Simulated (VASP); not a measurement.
Crystal: BN, a cell listed in the Materials Project, as set up for an electronic-structure calculation.

```
N B
1.0
     2.55394    0.00000    0.00000
    -1.27697    2.21178    0.00000
     0.00000    0.00000    4.22685
N B
2 2
Direct
  0.33333 0.66667 0.12528
  0.66667 0.33333 0.62528
  0.33333 0.66667 0.49972
  0.66667 0.33333 0.99972
```

### What does its first Brillouin zone look like, and which path through it is standard?

It has a primitive hexagonal lattice (hP; extended symbol hP2). The zone is a hexagonal prism in its combinatorial type: 8 faces (6 with 4 edges, 2 with 6 edges), 18 edges, 12 vertices. Path: Γ–M–K–Γ–A–L–H–A | L–M | H–K.

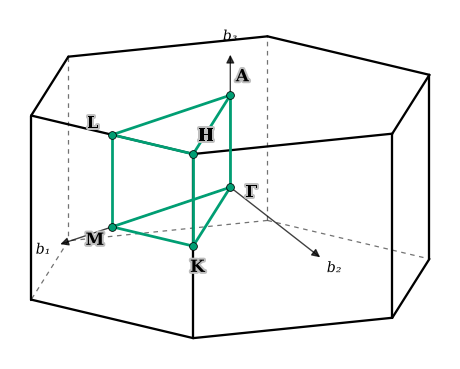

Labels and path follow the convention of Hinuma et al. (2017), as computed by seekpath; the arrows show the directions of the reciprocal primitive vectors b₁, b₂, b₃, in which coordinates are given; lengths include the factor 2π.

```json
{"point": "Γ", "k₁": "0", "k₂": "0", "k₃": "0", "length of k (1/Å)": "0.000"}
{"point": "A", "k₁": "0", "k₂": "0", "k₃": "1/2", "length of k (1/Å)": "0.743"}
{"point": "K", "k₁": "1/3", "k₂": "1/3", "k₃": "0", "length of k (1/Å)": "1.640"}
{"point": "H", "k₁": "1/3", "k₂": "1/3", "k₃": "1/2", "length of k (1/Å)": "1.801"}
{"point": "M", "k₁": "1/2", "k₂": "0", "k₃": "0", "length of k (1/Å)": "1.420"}
{"point": "L", "k₁": "1/2", "k₂": "0", "k₃": "1/2", "length of k (1/Å)": "1.603"}
```
